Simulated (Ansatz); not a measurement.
The coordinates of a crystal:

```
Si Ge
1.0
     5.34999    0.00000    0.00000
     0.00000    5.34999    0.00000
     0.00000    0.00000    5.54468
Si Ge
7 1
Direct
  0.25266 0.25266 0.25250
  0.00000 0.50000 0.50000
  0.50000 0.50000 0.00000
  0.50000 0.00000 0.50000
  0.74734 0.25266 0.74750
  0.74734 0.74734 0.25250
  0.25266 0.74734 0.74750
  0.00000 0.00000 0.00000
```

### Summarise the structure in words.

The structure is one of Si$_{7}$Ge. The structure has P-42m (No. 111) symmetry and a primitive tetragonal lattice. Cell content 7 Si, 1 Ge; Z = 1. The polyhedra are GeSi4 tetrahedra; they share no atoms with one another. Ge is surrounded by four Si in a tetrahedral arrangement at 2.37 Å. Si takes three kinds of site: 4n with three Si and one Ge in a tetrahedral arrangement (2.34 Å to Si, 2.37 Å to Ge); 2f with four Si in a tetrahedral arrangement at 2.34 Å; 1d with four Si in a tetrahedral arrangement at 2.34 Å. The bonds build a three-dimensional framework.

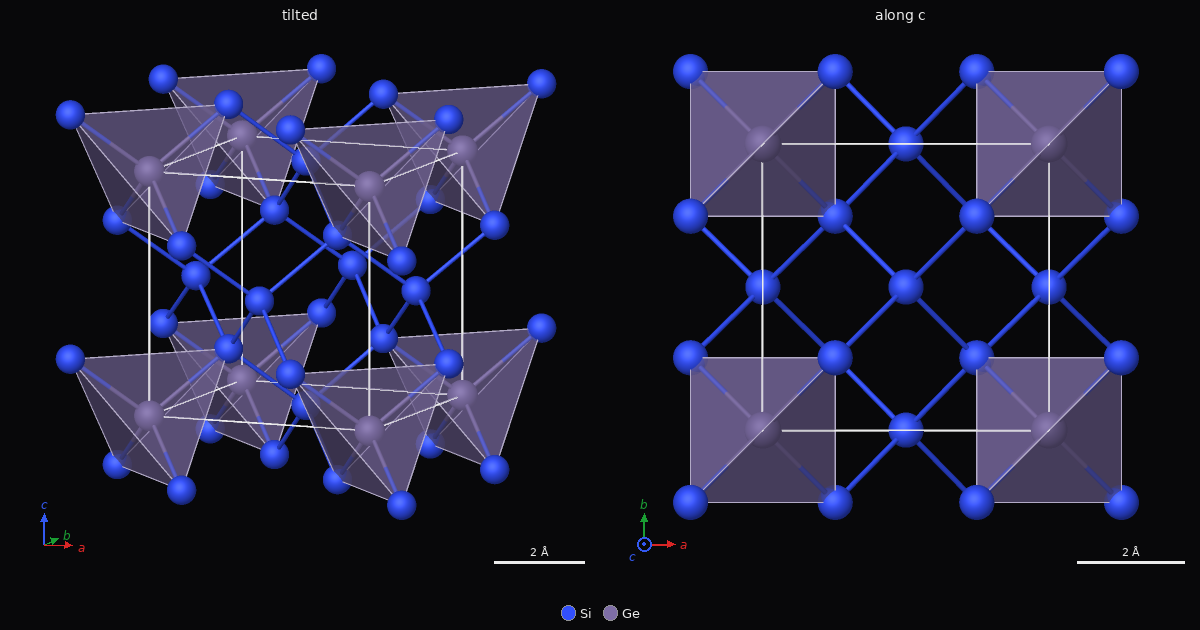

A polyhedral rendering, viewed slightly off an axis and along the c axis. Atoms at the boundary of the conventional unit cell (the box) are drawn once for each face, edge or corner they touch. Some atoms of the next cells are drawn as well.

Origin of the cell: a structure listed in the Materials Project. It was relaxed with DFT PBEsol, scalar-relativistic, plane waves, PAW in Ansatz 0.2.0 under a constraint or pressure on the cell, so some stress remains.
